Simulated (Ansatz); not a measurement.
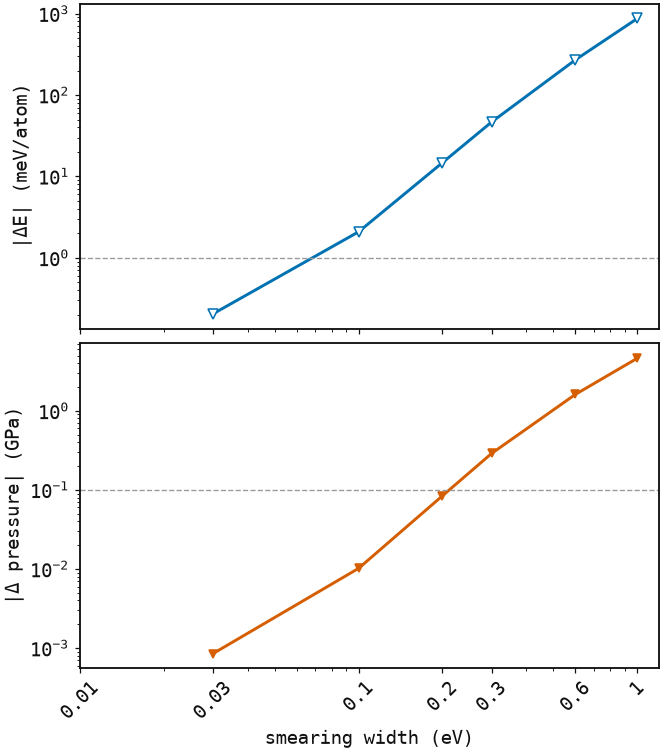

Scan of the smearing width.
System: Bi (R-3m, 2 atoms in the cell).
Method: Ansatz, DFT, LDA (PW92), plane waves (420 eV) with PAW, scalar-relativistic; 9×9×9 k-mesh, Fermi–Dirac smearing.
ΔE is the free energy less its value at the smallest setting, 0.01 eV.
Dashed lines or grey bands mark the tolerance: 1 meV/atom and 0.1 GPa.
On logarithmic panels, open markers lie below the reference value and filled ones above.

**From which setting is the free energy converged to 1 meV/atom?**

The free energy is within 1 meV/atom of the smallest setting's value from 0.03 eV down. It is off by 870 meV/atom at 1 eV, 47 meV/atom at 0.3 eV and 2.1 meV/atom at 0.1 eV (always below it). The free energy falls with the width because it holds the −TS term of the fractional occupations.

**And the pressure, to 0.1 GPa?**

The pressure is within 0.1 GPa of the smallest setting's value from 0.2 eV down. It is off by 4.6 GPa at 1 eV, 1.6 GPa at 0.6 eV and 0.29 GPa at 0.3 eV (always above it).
